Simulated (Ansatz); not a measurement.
**Geometry relaxation of AlNi$_{3}$ (part 2 of 2)**

The same run, continued: AlNi$_{3}$ (4 atoms in the cell); DFT PBE, scalar-relativistic, plane waves, PAW, spin-polarised (Ansatz 0.2.0); cutoff 420 eV, 12×12×12 k-mesh, Gaussian smearing of 0.1 eV, collinear spins. The structure derives from a Materials Project entry.

Geometry of the input (Å; fractional positions):
```
3.5231  0.0000  0.0000
0.0000  3.5231  0.0000
0.0000  0.0000  3.5231
Al 0.0000  0.0000  0.0000
Ni 0.0000  0.5000  0.5000
Ni 0.5000  0.0000  0.5000
Ni 0.5000  0.5000  0.0000
```

**Log, continued**
```
SCF iter   1: F=—  HF=-18058.398633 eV  |F-HF|=—  |Δ(HF+E_count)|=         —  Δρ=5.36e-4 (↑5.36e-4 ↓5.02e-4)  dr2=1.03e-5  dr2_m=6.46e-7  M=0.741 μB ∫|m|=0.939 μB  β_m=0.65  ethr=2.41e-8  ⟨swp⟩=3.2  Hψ=37230  notcnv=0
preconditioner: auto → none  [metal: Δε(μ)=0.010 eV  Ē_g=7.357 eV  σ=0.100 eV  W_gap=0.06  n_scr=6 (ndim 8)  ℏωp=31.7 eV  f_vac=0.000  D(μ)=3.17/eV (n_scr^D=32)]
SCF iter   2: F=—  HF=-18058.399554 eV  |F-HF|=—  |Δ(HF+E_count)|=   9.21e-4  Δρ=1.88e-4 (↑1.88e-4 ↓1.76e-4)  dr2=1.45e-6  dr2_m=7.91e-8  M=0.741 μB ∫|m|=0.939 μB  β_m=0.64  ethr=1.80e-8  ⟨swp⟩=1.0  Hψ=5880  notcnv=0
SCF iter   3: F=—  HF=-18058.399682 eV  |F-HF|=—  |Δ(HF+E_count)|=   1.28e-4  Δρ=4.16e-5 (↑3.61e-5 ↓4.16e-5)  dr2=1.53e-6  dr2_m=3.86e-9  M=0.741 μB ∫|m|=0.939 μB  β_m=0.44  ethr=2.55e-9  ⟨swp⟩=2.0  Hψ=8538  notcnv=0
SCF iter   4: F=—  HF=-18058.399682 eV  |F-HF|=—  |Δ(HF+E_count)|=   2.61e-7  Δρ=3.55e-6 (↑2.59e-6 ↓3.55e-6)  dr2=3.64e-9  dr2_m=4.53e-10  M=0.741 μB ∫|m|=0.939 μB  β_m=0.68  ethr=2.55e-9  ⟨swp⟩=2.0  Hψ=8223  notcnv=0
SCF iter   5: F=—  HF=-18058.399646 eV  |F-HF|=—  |Δ(HF+E_count)|=   3.61e-5  Δρ=6.42e-7 (↑3.98e-7 ↓6.42e-7)  dr2=2.74e-10  dr2_m=4.45e-11  M=0.741 μB ∫|m|=0.939 μB  β_m=0.72  ethr=6.38e-12  ⟨swp⟩=2.1  Hψ=10608  notcnv=0
SCF iter   6: F=—  HF=-18058.399646 eV  |F-HF|=—  |Δ(HF+E_count)|=  1.86e-10  Δρ=2.39e-7 (↑9.50e-8 ↓2.39e-7)  dr2=3.24e-11  dr2_m=4.22e-12  M=0.741 μB ∫|m|=0.939 μB  β_m=0.79  ethr=1.00e-12  ⟨swp⟩=2.1  Hψ=7430  notcnv=0
SCF iter   7: F=—  HF=-18058.399646 eV  |F-HF|=—  |Δ(HF+E_count)|=  4.00e-11  Δρ=9.77e-8 (↑2.73e-8 ↓9.77e-8)  dr2=4.74e-12  dr2_m=1.12e-12  M=0.741 μB ∫|m|=0.939 μB  β_m=0.81  ethr=1.00e-12  ⟨swp⟩=1.0  Hψ=5880  notcnv=0
SCF iter   8: F=-18058.399646 eV  HF=-18058.399646 eV  |F-HF|=4.37e-11  |Δ(HF+E_count)|=  2.91e-11  Δρ=2.49e-7 (↑1.13e-7 ↓2.49e-7)  dr2=3.97e-11  dr2_m=2.11e-12  M=0.741 μB ∫|m|=0.939 μB  ethr=1.00e-12  ⟨swp⟩=3.5  Hψ=22706  notcnv=0
SCF 5 converged in 8 iterations: F = -18058.399646 eV  dr2 = 3.97e-11
relax step   5: F+E_penalty+E_count = -18058.39964586 eV  Δ(F+E_penalty+E_count) = -5.882e-4 eV  max|allowed force component| = 1.864e-28 eV/Å  Δτ_max = 0.0000 Å  P = +0.003 GPa  Ω = 45.372 Å³  stress off target by 2.78e-3 GPa  SCF on the basis re-selected at this cell (its energy is not comparable with the rows above)  (8 SCF iters)
```

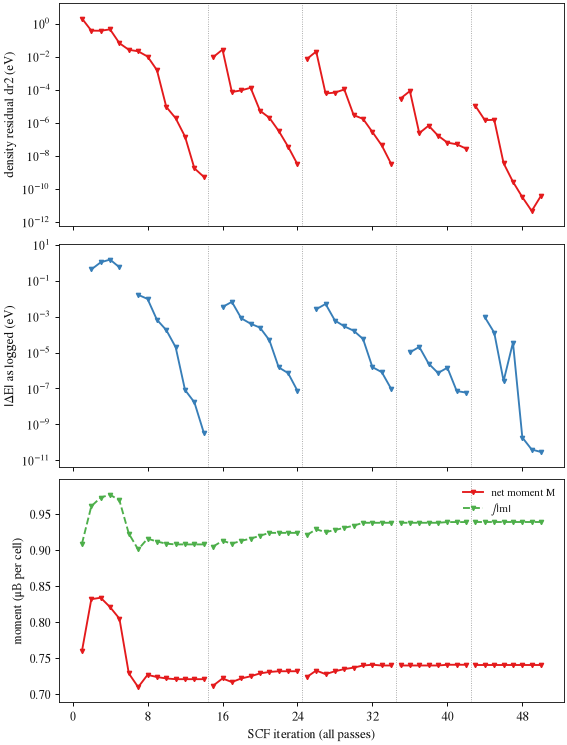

*Convergence of the self-consistent field: density residual dr2, size of the energy change and magnetic moment against the SCF iteration. The dotted lines part the SCF passes of the relaxation: geometry steps, rejected trials and re-solves on a re-selected basis.*

The 5 passes take 8 to 14 iterations each, 50 in all. The net moment goes from 0.8 to 0.7 μB per cell.

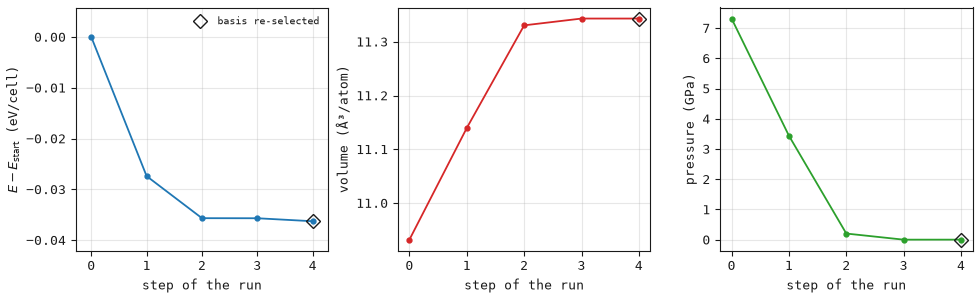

*Progress of the relaxation, step by step (the first geometry is step 0 here and step 1 in the log).*

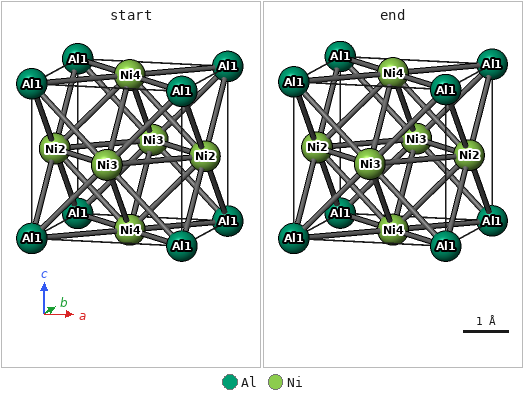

*Before (left) and after (right) the relaxation, at one scale (ball-and-stick view of the cell of the calculation, seen slightly off an axis).*

No atom moves by more than 0.005 Å relative to the cell. The drawn cell changes as follows: a = b = c 3.523 → 3.567 Å (+1.2 %); the volume changes by +3.8 %. Among the contacts that change: Al1–Ni2 2.491 → 2.522 Å, Ni2–Ni3 2.491 → 2.522 Å. The space group stays Pm-3m (No. 221). Over 3 geometry steps the energy falls by 35.7 meV per cell of the calculation. All forces vanish by symmetry, so only the cell relaxes. Pressure: 7.32 GPa at the start and 0.00 GPa at the end. A last SCF at the same geometry on a re-selected plane-wave basis shifts the energy by −0.6 meV per cell of the calculation. (Atoms are counted from 1 in the order of the input.)

```
basis re-selected at this cell: Δ(F+E_penalty+E_count) = -5.882e-4 eV, ΔP = +0.001 GPa vs the last step (what re-selecting the basis moved, of the pressure what is left beyond the Pulay correction that the steps carried, after the strain that the cell walked since its last selection, with what the two solves' SCF thresholds leave and, on support functions, any second-order correction that the steps lacked; it is no measure of the basis error at this ecutwfc). This SCF's stress stands 2.78e-3 GPa from its target on what of the cell is left free (relax.cell.stress_tol is 5.00e-2 GPa) and its largest allowed force component is 1.86e-28 eV/Å (relax.f_tol is 5.00e-3 eV/Å): within both
SCF converged after 8 iterations
Magnetization: 0.7408 μB (28.8704 up, 28.1296 down)
Absolute magnetization: 0.9394 μB (∫|ρ↑−ρ↓|, with the PAW one-centre terms)
Spin contamination: 0.0112 ħ² per cell (⟨S²⟩ above its minimum at these occupations)
Per-site moments (μB) at R_I (Å): [(-0.01750217711374733, 1.0403344150444482), (0.2759170485314224, 1.0403344150444482), (0.2759170485314224, 1.0403344150444482), (0.27591704853142207, 1.0403344150444482)]
Free energy (F): -18058.399646 eV
Harris-Foulkes:  -18058.399646 eV  (|F-HF|=4.37e-11)
Internal energy: -18058.383783 eV  (E = F + TS)
E sigma→0 (E₀):  -18058.391714 eV
Entropy (-TS):   -0.015863 eV (-3.966 meV/atom)
Fermi energy:    15.742839 eV
--- Per-component energies (eV) ---
  E_band       = -938.471969
  E_kinetic    = 876.195126
  E_local      = -12034.577041  (includes V_loc(G=0)·N_el)
  E_nonlocal   = 1917.839148
  E_hartree    = 5123.338196
  E_xc         = -296.311386
  E_vxc        = -359.885026  (∫ρ·V_xc dr)
  E_paw        = -5359.285767  (= ΣΔE_a)
  E_vpaw       = -1584.722884  (= ΣTr[D̂ρ^β])
  E_aug_tail   = 0.001409  (compensation charges beyond the density's cutoff)
  E_ewald      = -8285.583467
  E_smearing   = -0.015863  (= −TS)
  E_closure    = 0.000000  (closes the sum)
  Σ components = -18058.399646   (vs F -18058.399646, Δ=0.00e0)
--- Forces (eV/Å), atoms counted from 1 ---
  atom   1  Al     0.00000000     0.00000000     0.00000000
  atom   2  Ni     0.00000000    -0.00000000     0.00000000
  atom   3  Ni    -0.00000000     0.00000000     0.00000000
  atom   4  Ni    -0.00000000    -0.00000000     0.00000000
  max |Σ_I F_I| component: 2.64e-28 eV/Å
--- Stress (GPa, compression-positive) ---
        0.002777      -0.000000      -0.000000
       -0.000000       0.002777      -0.000000
       -0.000000      -0.000000       0.002777
  P = ⅓ Tr σ = 0.0028 GPa (0.028 kbar)
--- Band table (eV; the first three rows and the last of 168) ---
  k-point 0 ↑: bands = ["-87.3969", "-87.3688", "-87.3688", "-47.8414", "-47.8414", "-47.8414", "-47.7672", "-47.7672", "-47.7672", "-47.7120", "-47.7120", "-47.7120", "5.7633", "11.4243", "12.0943", "12.0943", "12.4388", "12.4388", "12.4388", "14.3586", "14.3586", "14.3586", "15.1734", "15.1734", "15.4702", "15.6389", "15.6389", "15.6389", "16.5576", "16.5576", "16.5576", "22.2121", "22.2121", "22.9293", "27.8589"]
  k-point 1 ↑: bands = ["-87.3965", "-87.3692", "-87.3688", "-47.8402", "-47.8402", "-47.8394", "-47.7676", "-47.7676", "-47.7673", "-47.7143", "-47.7130", "-47.7130", "5.8479", "11.4503", "12.0430", "12.1476", "12.4528", "12.4528", "12.4584", "14.3104", "14.3104", "14.3373", "15.1245", "15.1745", "15.4344", "15.4344", "15.4395", "15.6390", "16.2045", "16.8721", "16.8721", "22.2076", "22.4770", "23.2358", "27.4541"]
  k-point 2 ↑: bands = ["-87.3952", "-87.3705", "-87.3688", "-47.8366", "-47.8366", "-47.8333", "-47.7686", "-47.7686", "-47.7675", "-47.7209", "-47.7155", "-47.7155", "6.0998", "11.4695", "11.9063", "12.3017", "12.4931", "12.4931", "12.5143", "14.1781", "14.1781", "14.2765", "14.9488", "15.1220", "15.1220", "15.1740", "15.3514", "15.5202", "15.6392", "17.5086", "17.5086", "22.1945", "22.6884", "24.4007", "26.2663"]
  k-point 83 ↓: bands = ["-87.0292", "-87.0292", "-87.0292", "-47.5209", "-47.5209", "-47.5209", "-47.4844", "-47.4096", "-47.4096", "-47.4096", "-47.3195", "-47.3195", "10.1492", "11.9830", "11.9830", "11.9830", "13.6390", "13.6390", "13.6390", "13.9708", "13.9708", "13.9708", "14.5973", "14.5973", "14.5973", "14.8690", "14.8690", "15.4758", "15.8661", "15.8661", "15.8661", "19.1757", "19.8934", "19.8934", "19.8934"]
--- Relaxed structure (4 steps of the walk, 4 accepted, 1 SCFs on fresh bases) ---
  F+E_penalty+E_count = -18058.39964586 eV   max|allowed force component| = 1.864e-28 eV/Å   (the final SCF, on the basis selected at the relaxed cell)
  cell:  # Å, volume = 45.3724 Å³
    - [3.5666788828105203, 1.6450651608307639e-34, -3.0895126191211906e-34]
    - [-9.228414316855505e-35, 3.5666788828105203, 0.0]
    - [-5.216060266048763e-35, 0.0, 3.5666788828105203]
  atoms:
    - { symbol: Al, position: [6.477408225097882e-36, 8.185735669229147e-37, 2.1354093049710385e-37] }
    - { symbol: Ni, position: [-4.057277679413479e-36, 0.5000000000000001, 0.5000000000000001] }
    - { symbol: Ni, position: [0.5000000000000001, -8.89753877060135e-37, 0.5000000000000001] }
    - { symbol: Ni, position: [0.5000000000000001, 0.5000000000000001, -7.118031015741345e-38] }
--- Löwdin populations: 4 sites ---
  site symbol       q [e]    m [muB]
     0     Al      3.5593    -0.0470
     1     Ni     17.6228     0.2727
     2     Ni     17.6228     0.2727
     3     Ni     17.6228     0.2727
  spilling = 0.010043 (of n_electrons = 57.000000)
```

**File populations.tsv**
```
# site	symbol	l	j	q_up	q_dn
# orbitals = lowdin
# n_electrons = 57.000000
# spilling = 0.010043
0	Al	0_3S	-	0.585339	0.584055
0	Al	1_3P	-	1.170803	1.219075
1	Ni	0_3S	-	0.994039	0.994141
1	Ni	0_4S	-	0.363893	0.370663
1	Ni	1_3P	-	2.997378	2.997483
1	Ni	2_3D	-	4.592415	4.312750
2	Ni	0_3S	-	0.994039	0.994141
2	Ni	0_4S	-	0.363893	0.370663
2	Ni	1_3P	-	2.997378	2.997483
2	Ni	2_3D	-	4.592415	4.312750
3	Ni	0_3S	-	0.994039	0.994141
3	Ni	0_4S	-	0.363893	0.370663
3	Ni	1_3P	-	2.997378	2.997483
3	Ni	2_3D	-	4.592415	4.312750
```

**Trajectory as extended XYZ (Å, eV, eV/Å), 5 frames, from step=1 to step=5**
```
4
Lattice="3.5231 0.0000 0.0000 0.0000 3.5231 0.0000 0.0000 0.0000 3.5231" Properties=species:S:1:pos:R:3:forces:R:3 step=1 energy=-18058.36337 pressure_GPa=7.32
Al    0.0000    0.0000    0.0000    0.0000   0.0000   0.0000
Ni    0.0000    1.7615    1.7615    0.0000   0.0000   0.0000
Ni    1.7615    0.0000    1.7615    0.0000   0.0000   0.0000
Ni    1.7615    1.7615    0.0000    0.0000   0.0000   0.0000
4
Lattice="3.5452 0.0000 0.0000 0.0000 3.5452 0.0000 0.0000 0.0000 3.5452" Properties=species:S:1:pos:R:3:forces:R:3 step=2 energy=-18058.39076 pressure_GPa=3.44
Al    0.0000    0.0000    0.0000    0.0000   0.0000   0.0000
Ni    0.0000    1.7726    1.7726    0.0000   0.0000   0.0000
Ni    1.7726    0.0000    1.7726    0.0000   0.0000   0.0000
Ni    1.7726    1.7726    0.0000    0.0000   0.0000   0.0000
4
Lattice="3.5654 0.0000 0.0000 0.0000 3.5654 0.0000 0.0000 0.0000 3.5654" Properties=species:S:1:pos:R:3:forces:R:3 step=3 energy=-18058.39904 pressure_GPa=0.20
Al    0.0000    0.0000    0.0000    0.0000   0.0000   0.0000
Ni    0.0000    1.7827    1.7827    0.0000   0.0000   0.0000
Ni    1.7827    0.0000    1.7827    0.0000   0.0000   0.0000
Ni    1.7827    1.7827    0.0000    0.0000   0.0000   0.0000
4
Lattice="3.5667 0.0000 0.0000 0.0000 3.5667 0.0000 0.0000 0.0000 3.5667" Properties=species:S:1:pos:R:3:forces:R:3 step=4 energy=-18058.39906 pressure_GPa=0.00
Al    0.0000    0.0000    0.0000    0.0000   0.0000   0.0000
Ni    0.0000    1.7833    1.7833    0.0000   0.0000   0.0000
Ni    1.7833    0.0000    1.7833    0.0000   0.0000   0.0000
Ni    1.7833    1.7833    0.0000    0.0000   0.0000   0.0000
4
Lattice="3.5667 0.0000 0.0000 0.0000 3.5667 0.0000 0.0000 0.0000 3.5667" Properties=species:S:1:pos:R:3:forces:R:3 step=5 energy=-18058.39965 pressure_GPa=0.00
Al    0.0000    0.0000    0.0000    0.0000   0.0000   0.0000
Ni    0.0000    1.7833    1.7833    0.0000   0.0000   0.0000
Ni    1.7833    0.0000    1.7833    0.0000   0.0000   0.0000
Ni    1.7833    1.7833    0.0000    0.0000   0.0000   0.0000
```

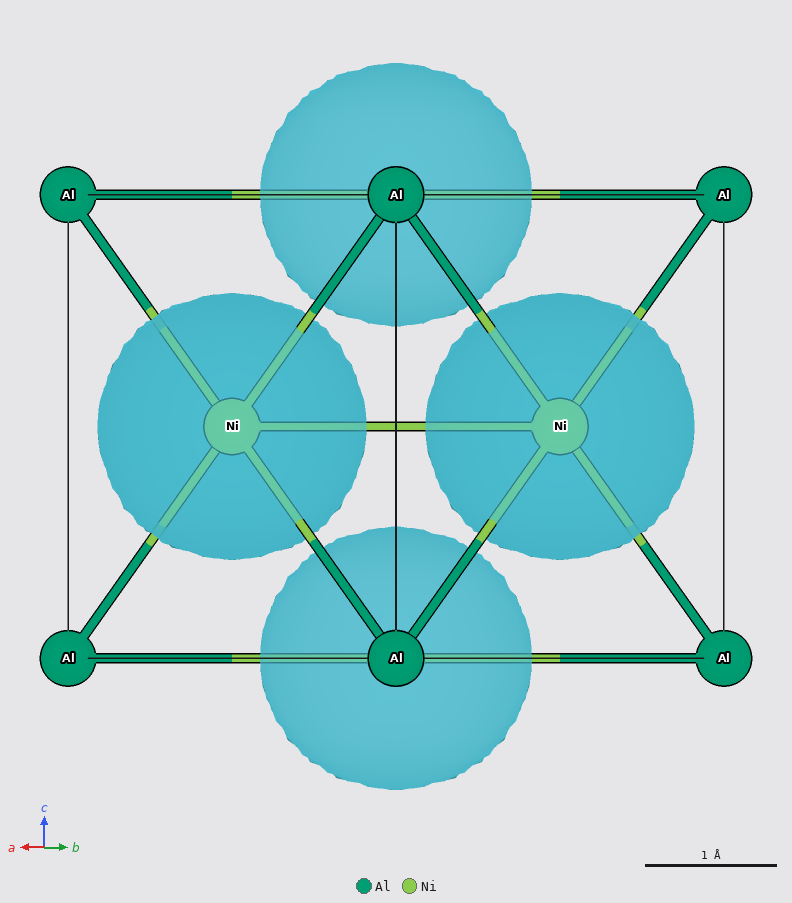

*Isosurface of the valence electron density at 0.4 e/Å³ (cyan), seen along [110]. Sticks mark near contacts. The outline is the cell set on symmetry axes.*

At this value the density breaks into separate islands; it holds about 85 % of the electrons treated as valence (semicore included). It is pinched off along the Ni–Ni (2.52 Å) and Al–Ni (2.52 Å) contacts. On the grid the lowest density along these lines, outside the cores, is 0.32 e/Å³ (Ni–Ni, 2.52 Å) and 0.24 e/Å³ (Al–Ni, 2.52 Å). In a PAW calculation such maps are meaningful between the atoms, not at the nuclei.

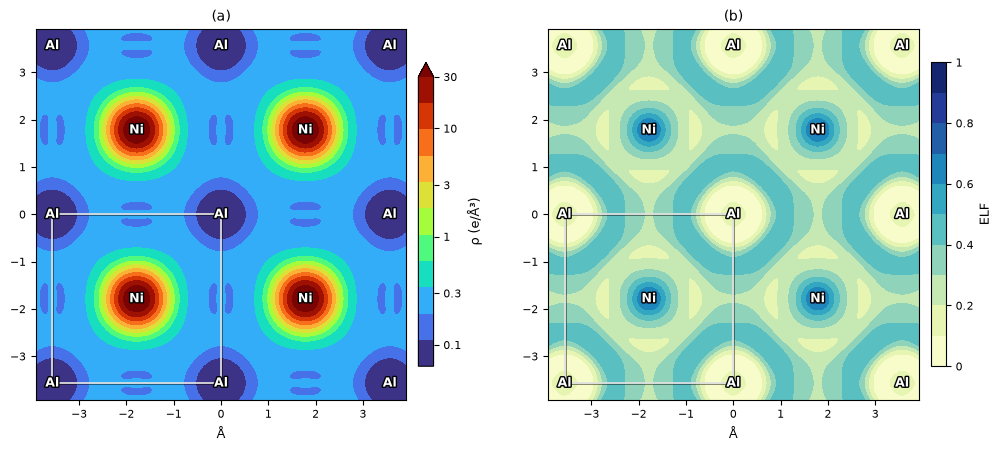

*(a) valence charge density (pseudo); (b) electron localisation function on the (100) plane of the conventional cell.*

Atoms in the plane: Al and Ni. Al–Ni (2.52 Å): ρ at the midpoint is about 0.29 e/Å³; the ELF is about 0.40 at the midpoint, which marks metallic bonding. Away from the nuclei the density in this plane falls to 0.18 e/Å³ at its lowest. The strong features right at Ni lie inside the PAW spheres (semicore, d or f shells) and say nothing about bonding.

**Summary**

```tsv
quantity	value
outcome	converged
space group (tolerance 0.01 Å)	Pm-3m (221)
electrons treated	57
free energy	−18058.3996 eV
Fermi energy	15.743 eV
gap on the k-point mesh	none (metallic)
net moment of the cell	0.74 μB
integrated absolute moment	0.94 μB
pressure	0.00 GPa
final volume	45.37 Å³
largest force (length of the vector) at the end	under 0.001 eV/Å
final cell	a = 3.567 Å, b = 3.567 Å, c = 3.567 Å, α = 90.00°, β = 90.00°, γ = 90.00°
wall time	83 s
peak memory	0.52 GiB
```
